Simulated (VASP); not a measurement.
# Efg calculation of Si₁₂HO₂₃ (charge +1) (part 1 of 4)

- system: Si₁₂HO₂₃ (defect cell, 36 atoms in the cell, total charge +1)
- method: Kohn-Sham DFT of a periodic cell, PBE, VASP PAW PBE potentials, recommended, no spin polarisation (VASP 6.6.1)

The structure derives from a Materials Project entry. It belongs to a series of runs on one base structure; here: H on a O site, charge +1, host positions.

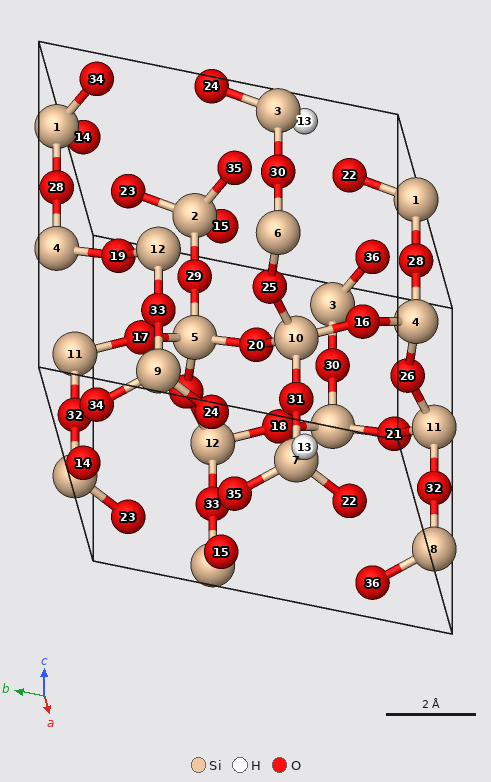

*The structure (ball-and-stick view of the cell of the calculation, seen at an oblique angle; atoms are numbered from 1 in the order of the input).*

Near neighbours in the crystal (not all of them lie inside the picture): Si has 4 O at 1.60 to 1.61 Å; Si has 1 H at 1.61 Å and 3 O at 1.60 to 1.61 Å; H has 2 Si at 1.61 Å; O has 2 Si at 1.60 to 1.61 Å.

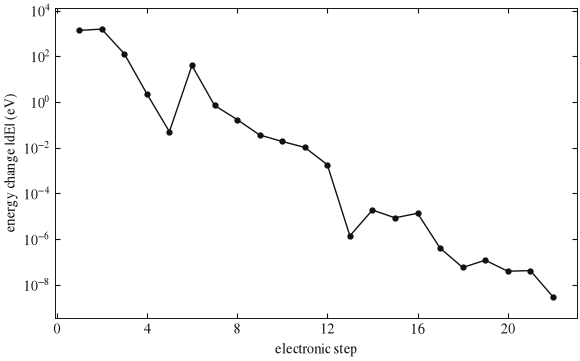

*Convergence of the self-consistent field: energy change |dE| against the electronic step.*

It takes 22 electronic steps. The density is held fixed in the first few steps, and dE rises again when its update begins.

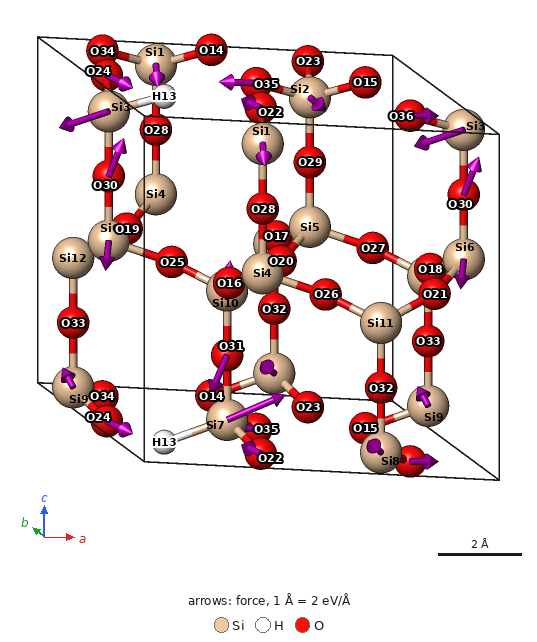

*Forces on the atoms as pink arrows (ball-and-stick view of the cell of the calculation, seen slightly off an axis; atoms are numbered from 1 in the order of the input); the smallest are left out.*

The largest act on Si3, Si7 (3.09 eV/Å); O30, O31 (2.13 eV/Å); O24, O35 (2.03 eV/Å); O22, O36 (1.55 eV/Å), among others. The geometry is not a stationary point of this energy.

These pictures come from the run below.

INCAR:
```
PREC = Accurate
ENCUT = 520
EDIFF = 1E-8
ISMEAR = -1
SIGMA = 0.01
LREAL = Auto
LASPH = True
NELM = 100
ALGO = Fast
ISIF = 2
LWAVE = False
LCHARG = False
GGA = PE
LEFG = True
NELECT = 186.0
NBANDS = 118
```

KPOINTS:
```
regular mesh
0
Gamma
  3 3 2
```

POSCAR:
```
Si12HO23
1.0
    7.6036108327      4.3899467611      0.0000000000
   -7.6036108327      4.3899467611      0.0000000000
    0.0000000000      0.0000000000      8.5584885400
Si H O
12 1 23
Direct
    0.3333333333      0.0000000000      0.9371258000
    0.6666666667      0.6666666667      0.9371258000
    0.0000000000      0.3333333333      0.9371258000
    0.3333333333      0.0000000000      0.5628742000
    0.6666666667      0.6666666667      0.5628742000
    0.0000000000      0.3333333333      0.5628742000
    0.3333333333      0.3333333333      0.0628742000
    0.6666666667      0.0000000000      0.0628742000
    0.0000000000      0.6666666667      0.0628742000
    0.3333333333      0.3333333333      0.4371258000
    0.6666666667      0.0000000000      0.4371258000
    0.0000000000      0.6666666667      0.4371258000
    0.1404195817      0.2808391633      0.0000000000
    0.4737529150      0.9475058300      0.0000000000
    0.8070862483      0.6141724967      0.0000000000
    0.2808391633      0.1404195817      0.5000000000
    0.6141724967      0.8070862483      0.5000000000
    0.9475058300      0.4737529150      0.5000000000
    0.1929137517      0.8070862483      0.5000000000
    0.5262470850      0.4737529150      0.5000000000
    0.8595804183      0.1404195817      0.5000000000
    0.3858275033      0.1929137517      0.0000000000
    0.7191608367      0.8595804183      0.0000000000
    0.0524941700      0.5262470850      0.0000000000
    0.1929137517      0.3858275033      0.5000000000
    0.5262470850      0.0524941700      0.5000000000
    0.8595804183      0.7191608367      0.5000000000
    0.3333333333      0.0000000000      0.7500000000
    0.6666666667      0.6666666667      0.7500000000
    0.0000000000      0.3333333333      0.7500000000
    0.3333333333      0.3333333333      0.2500000000
    0.6666666667      0.0000000000      0.2500000000
    0.0000000000      0.6666666667      0.2500000000
    0.1404195817      0.8595804183      0.0000000000
    0.4737529150      0.5262470850      0.0000000000
    0.8070862483      0.1929137517      0.0000000000
```

Launch command:
```bash
cat potpaw_PBE.64/Si/POTCAR potpaw_PBE.64/H/POTCAR potpaw_PBE.64/O/POTCAR > POTCAR
mpirun -np 1 vasp_std > vasp.out
```

OSZICAR:
```
N       E                     dE             d eps       ncg     rms          rms(c)
DAV:   1     0.135516730145E+04    0.13552E+04   -0.93999E+04  1920   0.142E+03
DAV:   2    -0.186370235343E+03   -0.15415E+04   -0.15034E+04  2320   0.337E+02
DAV:   3    -0.315637688549E+03   -0.12927E+03   -0.12871E+03  2216   0.106E+02
DAV:   4    -0.317933480401E+03   -0.22958E+01   -0.22899E+01  2312   0.151E+01
DAV:   5    -0.317983981274E+03   -0.50501E-01   -0.50450E-01  2296   0.213E+00    0.508E+01
RMM:   6    -0.278456381562E+03    0.39528E+02   -0.15065E+02  2201   0.329E+01    0.224E+01
RMM:   7    -0.279167058572E+03   -0.71068E+00   -0.20181E+01  2272   0.105E+01    0.945E+00
RMM:   8    -0.278995746285E+03    0.17131E+00   -0.17224E+00  2279   0.431E+00    0.249E+00
RMM:   9    -0.279031875359E+03   -0.36129E-01   -0.55711E-01  2285   0.242E+00    0.102E+00
RMM:  10    -0.279050682428E+03   -0.18807E-01   -0.33375E-01  2283   0.139E+00    0.759E-01
RMM:  11    -0.279040336647E+03    0.10346E-01   -0.72853E-02  2264   0.765E-01    0.824E-02
RMM:  12    -0.279042151941E+03   -0.18153E-02   -0.20477E-02  2380   0.355E-01    0.132E-01
RMM:  13    -0.279042153341E+03   -0.14000E-05   -0.43639E-03  2428   0.156E-01    0.319E-02
RMM:  14    -0.279042172185E+03   -0.18843E-04   -0.53351E-04  2324   0.629E-02    0.230E-02
RMM:  15    -0.279042180782E+03   -0.85971E-05   -0.11681E-04  2436   0.245E-02    0.224E-02
RMM:  16    -0.279042167205E+03    0.13576E-04   -0.53947E-05  2273   0.208E-02    0.475E-03
RMM:  17    -0.279042167614E+03   -0.40809E-06   -0.97295E-06  2339   0.858E-03    0.399E-03
RMM:  18    -0.279042167671E+03   -0.57877E-07   -0.12151E-06  2321   0.325E-03    0.158E-03
RMM:  19    -0.279042167792E+03   -0.12044E-06   -0.42122E-07  2371   0.173E-03    0.597E-04
RMM:  20    -0.279042167832E+03   -0.39738E-07   -0.67598E-08  2048   0.724E-04    0.538E-04
RMM:  21    -0.279042167874E+03   -0.42372E-07   -0.32151E-08  1678   0.509E-04    0.156E-04
RMM:  22    -0.279042167871E+03    0.30377E-08   -0.56750E-09  1516   0.221E-04
   1 F= -.27904217E+03 E0= -.27904217E+03  d E =-.132863E-14
```

Parts of OUTCAR:
```
PREC = Accurate
   ENCUT = 520
   EDIFF = 1E-8
   ISMEAR = -1
   LREAL = Auto
   LASPH = True
   NELM = 100
   ISIF = 2
   GGA = PE
   NELECT = 186.0

 ion  position               nearest neighbor table
   1  0.333  0.000  0.937-  28 1.60  34 1.61  14 1.61  22 1.61   7 3.12   9 3.12   8 3.12
   2  0.667  0.667  0.937-  29 1.60  15 1.61  23 1.61  35 1.61   8 3.12   9 3.12   7 3.12
   3  0.000  0.333  0.937-  30 1.60  36 1.61  13 1.61  24 1.61   7 3.12   8 3.12   9 3.12
   4  0.333  0.000  0.563-  28 1.60  19 1.61  16 1.61  26 1.61  10 3.12  12 3.12  11 3.12
   5  0.667  0.667  0.563-  29 1.60  17 1.61  27 1.61  20 1.61  11 3.12  12 3.12  10 3.12
   6  0.000  0.333  0.563-  30 1.60  21 1.61  18 1.61  25 1.61  10 3.12  11 3.12  12 3.12
   7  0.333  0.333  0.063-  31 1.60  22 1.61  13 1.61  35 1.61   1 3.12   3 3.12   2 3.12
   8  0.667  0.000  0.063-  32 1.60  36 1.61  23 1.61  14 1.61   2 3.12   3 3.12   1 3.12
   9  0.000  0.667  0.063-  33 1.60  34 1.61  24 1.61  15 1.61   2 3.12   1 3.12   3 3.12
  10  0.333  0.333  0.437-  31 1.60  25 1.61  16 1.61  20 1.61   4 3.12   6 3.12   5 3.12
  11  0.667  0.000  0.437-  32 1.60  21 1.61  26 1.61  17 1.61   5 3.12   6 3.12   4 3.12
  12  0.000  0.667  0.437-  33 1.60  19 1.61  27 1.61  18 1.61   5 3.12   4 3.12   6 3.12
  13  0.140  0.281  0.000-   7 1.61   3 1.61
  14  0.474  0.948  0.000-   1 1.61   8 1.61
  15  0.807  0.614  0.000-   2 1.61   9 1.61
  16  0.281  0.140  0.500-  10 1.61   4 1.61
  17  0.614  0.807  0.500-   5 1.61  11 1.61
  18  0.948  0.474  0.500-   6 1.61  12 1.61
  19  0.193  0.807  0.500-   4 1.61  12 1.61
  20  0.526  0.474  0.500-   5 1.61  10 1.61
  21  0.860  0.140  0.500-   6 1.61  11 1.61
  22  0.386  0.193  0.000-   7 1.61   1 1.61
  23  0.719  0.860  0.000-   2 1.61   8 1.61
  24  0.052  0.526  0.000-   9 1.61   3 1.61
  25  0.193  0.386  0.500-  10 1.61   6 1.61
  26  0.526  0.052  0.500-  11 1.61   4 1.61
  27  0.860  0.719  0.500-   5 1.61  12 1.61
  28  0.333  0.000  0.750-   1 1.60   4 1.60
  29  0.667  0.667  0.750-   2 1.60   5 1.60
  30  0.000  0.333  0.750-   3 1.60   6 1.60
  31  0.333  0.333  0.250-   7 1.60  10 1.60
  32  0.667  0.000  0.250-   8 1.60  11 1.60
  33  0.000  0.667  0.250-   9 1.60  12 1.60
  34  0.140  0.860  0.000-   1 1.61   9 1.61
  35  0.474  0.526  0.000-   2 1.61   7 1.61
  36  0.807  0.193  0.000-   3 1.61   8 1.61

  LATTYP: Found a hexagonal cell.
 ALAT       =     8.7798935222
 C/A-ratio  =     0.9747827258

  Lattice vectors:

 A1 = (   7.6036108327,   4.3899467611,   0.0000000000)
 A2 = (  -7.6036108327,   4.3899467611,   0.0000000000)
 A3 = (   0.0000000000,   0.0000000000,   8.5584885400)

Analysis of symmetry for initial positions (statically):
=====================================================================
 Subroutine PRICEL returns:
 Original cell was already a primitive cell.

 Routine SETGRP: Setting up the symmetry group for a
 hexagonal supercell.

 Subroutine GETGRP returns: Found  2 space group operations
 (whereof  2 operations were pure point group operations)
 out of a pool of 24 trial point group operations.

The static configuration has the point symmetry C_2 .

Analysis of symmetry for dynamics (positions and initial velocities):
=====================================================================
 Subroutine PRICEL returns:
 Original cell was already a primitive cell.

 Routine SETGRP: Setting up the symmetry group for a
 hexagonal supercell.

 Subroutine GETGRP returns: Found  2 space group operations
 (whereof  2 operations were pure point group operations)
 out of a pool of 24 trial point group operations.

The dynamic configuration has the point symmetry C_2 .

 Subroutine INISYM returns: Found  2 space group operations
 (whereof  2 operations are pure point group operations),
 and found     1 'primitive' translations

----------------------------------------------------------------------------------------

                                     Primitive cell

  volume of cell :     571.3552

  direct lattice vectors                    reciprocal lattice vectors
     7.603610833  4.389946761  0.000000000     0.065758231  0.113896598  0.000000000
    -7.603610833  4.389946761  0.000000000    -0.065758231  0.113896598  0.000000000
     0.000000000  0.000000000  8.558488540     0.000000000  0.000000000  0.116843061

  length of vectors
     8.779893522  8.779893522  8.558488540     0.131516463  0.131516463  0.116843061

  position of ions in fractional coordinates (direct lattice)
     0.333333333  0.000000000  0.937125800
     0.666666667  0.666666667  0.937125800
     0.000000000  0.333333333  0.937125800
     0.333333333  0.000000000  0.562874200
     0.666666667  0.666666667  0.562874200
     0.000000000  0.333333333  0.562874200
     0.333333333  0.333333333  0.062874200
     0.666666667  0.000000000  0.062874200
     0.000000000  0.666666667  0.062874200
     0.333333333  0.333333333  0.437125800
     0.666666667  0.000000000  0.437125800
     0.000000000  0.666666667  0.437125800
     0.140419582  0.280839163  0.000000000
     0.473752915  0.947505830  0.000000000
     0.807086248  0.614172497  0.000000000
     0.280839163  0.140419582  0.500000000
     0.614172497  0.807086248  0.500000000
     0.947505830  0.473752915  0.500000000
     0.192913752  0.807086248  0.500000000
     0.526247085  0.473752915  0.500000000
     0.859580418  0.140419582  0.500000000
     0.385827503  0.192913752  0.000000000
     0.719160837  0.859580418  0.000000000
     0.052494170  0.526247085  0.000000000
     0.192913752  0.385827503  0.500000000
     0.526247085  0.052494170  0.500000000
     0.859580418  0.719160837  0.500000000
     0.333333333  0.000000000  0.750000000
     0.666666667  0.666666667  0.750000000
     0.000000000  0.333333333  0.750000000
     0.333333333  0.333333333  0.250000000
     0.666666667  0.000000000  0.250000000
     0.000000000  0.666666667  0.250000000
     0.140419582  0.859580418  0.000000000
     0.473752915  0.526247085  0.000000000
     0.807086248  0.192913752  0.000000000

  ion indices of the primitive-cell ions
   primitive index   ion index
                 1           1
                 2           2
                 3           3
                 4           4
                 5           5
                 6           6
                 7           7
                 8           8
                 9           9
                10          10
                11          11
                12          12
                13          13
                14          14
                15          15
                16          16
                17          17
                18          18
                19          19
                20          20
                21          21
                22          22
                23          23
                24          24
                25          25
                26          26
                27          27
                28          28
                29          29
                30          30
                31          31
                32          32
                33          33
                34          34
                35          35
                36          36

----------------------------------------------------------------------------------------

 KPOINTS: regular mesh

Automatic generation of k-mesh.
 Grid dimensions read from file:
 generate k-points for:    3    3    2

 Generating k-lattice:

  Cartesian coordinates                     Fractional coordinates (reciprocal lattice)
     0.021919410  0.037965533  0.000000000     0.333333333  0.000000000  0.000000000
    -0.021919410  0.037965533  0.000000000     0.000000000  0.333333333  0.000000000
     0.000000000  0.000000000  0.058421531     0.000000000  0.000000000  0.500000000

  Length of vectors
     0.043838821  0.043838821  0.058421531

  Shift w.r.t. Gamma in fractional coordinates (k-lattice)
     0.000000000  0.000000000  0.000000000

 Subroutine IBZKPT returns following result:
 ===========================================

 Found      8 irreducible k-points:

 Following reciprocal coordinates:
            Coordinates               Weight
  0.000000  0.000000  0.000000      1.000000
  0.333333  0.000000  0.000000      4.000000
  0.000000  0.333333  0.000000      2.000000
  0.333333  0.333333  0.000000      2.000000
  0.000000  0.000000  0.500000      1.000000
  0.333333  0.000000  0.500000      4.000000
  0.000000  0.333333  0.500000      2.000000
  0.333333  0.333333  0.500000      2.000000
```
